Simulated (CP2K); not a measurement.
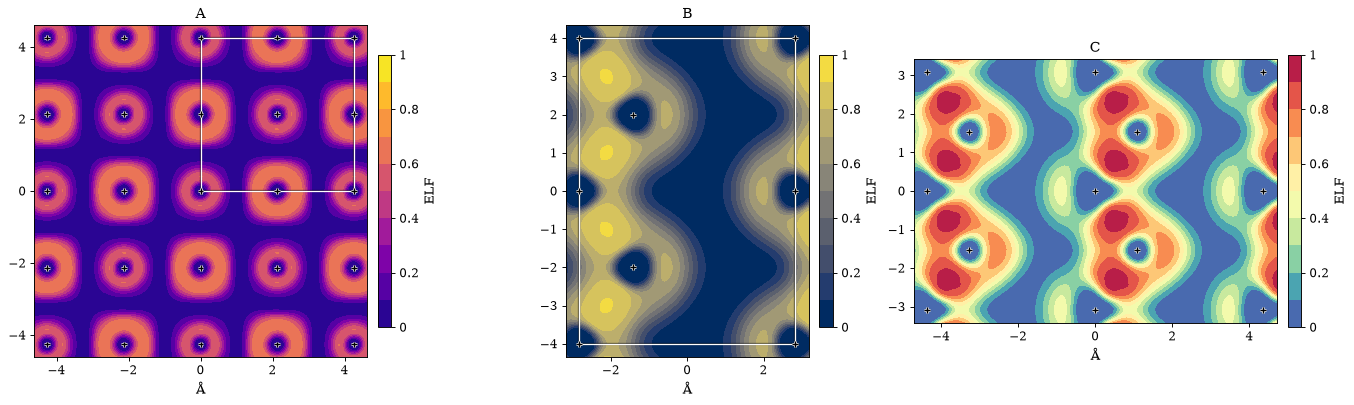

The electron localisation function of 3 systems, each on a plane through atoms (crosses mark nuclei in the plane).

All numbers below come from Kohn-Sham DFT of a periodic cell, PBE, GTH-PBE with UZH-TZVP basis (CP2K).

System 1: CoO, the (100) plane of the conventional cell. Space group Fm-3m; spin-polarised.

System 2: Ge, the (101) plane of the conventional cell. Space group Fd-3m; computed pressure about 4 GPa in this cell.

```yaml
crystal:
  lattice:
    - [4.00068, 2.30980, -3.26654]
    - [0.00000, 4.61959, 3.26654]
    - [4.00068, -2.30980, 3.26654]
  atoms:
    - { symbol: Ge, position: [0.25000, 0.75000, 0.25000] }
    - { symbol: Ge, position: [0.25000, 0.25000, 0.75000] }
    - { symbol: Ge, position: [0.75000, 0.25000, 0.25000] }
    - { symbol: Ge, position: [0.75000, 0.75000, 0.75000] }
    - { symbol: Ge, position: [0.00000, 0.50000, 0.00000] }
    - { symbol: Ge, position: [0.00000, 0.00000, 0.50000] }
    - { symbol: Ge, position: [0.50000, 0.00000, 0.00000] }
    - { symbol: Ge, position: [0.50000, 0.50000, 0.50000] }
```

System 3: SiC, the (110) plane of the conventional cell. Space group F-43m; computed pressure about 3 GPa in this cell.

Q: Which map belongs to which system?

A: Panel A is system 1, CoO: the plane holds Co and O. Co–O (2.13 Å): the ELF peaks at about 0.70 in the valence shell of O, 0.6 Å from its nucleus, and drops to about 0.05 between the two atoms. Panel B is system 2, Ge: the plane holds Ge. Ge–Ge (2.45 Å): the ELF peaks at about 0.90 between the atoms, as expected for a covalent bond. Panel C is system 3, SiC: the plane holds Si and C. Si–C (1.89 Å): the ELF peaks at about 0.95 between the atoms; a shared electron pair.
